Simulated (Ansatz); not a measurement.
# Run report: Zr$_{3}$S$_{2}$, single-point calculation

Zr$_{3}$S$_{2}$ (R-3m, 5 atoms in the cell), set up with DFT, PBE, plane waves, PAW (Ansatz 0.2.0).

The structure was made by swapping elements on the sites of another compound; it need not be a known phase.

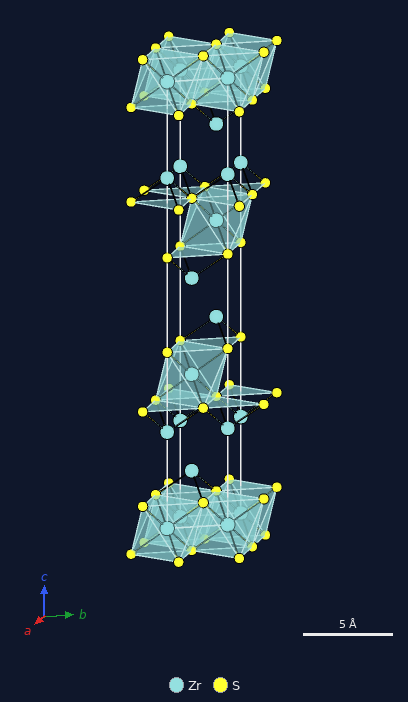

*The structure as given in the input (polyhedral view of the cell 3 times as large as that of the calculation, set on its symmetry axes, seen slightly off an axis; polyhedra are completed across the faces of the cell).*

### The input
```yaml
crystal:
  lattice:
    - [1.8068557282, 1.0431886411, 8.5854097537]
    - [-1.8068557282, 1.0431886411, 8.5854097537]
    - [0.0, -2.0863772821, 8.5854097537]
  atoms:
    - { symbol: Zr, position: [0.0, 0.0, 0.0] }
    - { symbol: Zr, position: [0.215602022, 0.215602022, 0.215602022] }
    - { symbol: Zr, position: [0.784397978, 0.784397978, 0.784397978] }
    - { symbol: S, position: [0.3942080845, 0.3942080845, 0.3942080845] }
    - { symbol: S, position: [0.6057919155, 0.6057919155, 0.6057919155] }
basis:
  ecutwfc: 420
kpoints:
  mp_grid: { grid: [12, 12, 12] }
hamiltonian:
  xc: pbe
scf:
  max_iter: 80
output:
  forces: true
  eigenvalues: true
  stress: true
```

Run on 1 thread of Intel Xeon @ 2.50GHz (Skylake/Cascade Lake), 189 GiB of memory available, shared host.

Launched with:
```bash
ansatz run input.yaml --threads 1 --pin off --max-ram 2560MiB --backend cpu --events-out ev --progress --plain --runs-dir out
```

### Output
```
Error: YAML parse error: `scf.occupations.method` is required: fixed only where the cell keeps a band gap throughout the run, explicit beside scf.occupations.values (under evaluate: without them), else a smearing such as fermi_dirac (scf.occupations.width is optional; its entry in the input reference gives the default)
```

### Outcome

| quantity | value |
| --- | --- |
| outcome | refused by the program |
| space group (tolerance 0.01 Å) | R-3m (166) |

This input holds a deliberate fault: no occupation method (`scf.occupations`). The program refused the input: “YAML parse error: `scf.occupations.method` is required: fixed only where the cell keeps a band gap throughout the run, explicit beside scf.occupations.values (under evaluate: without them), else a smearing such as fermi_dirac (scf.occupations.width is optional; its entry in the input reference gives the default)”
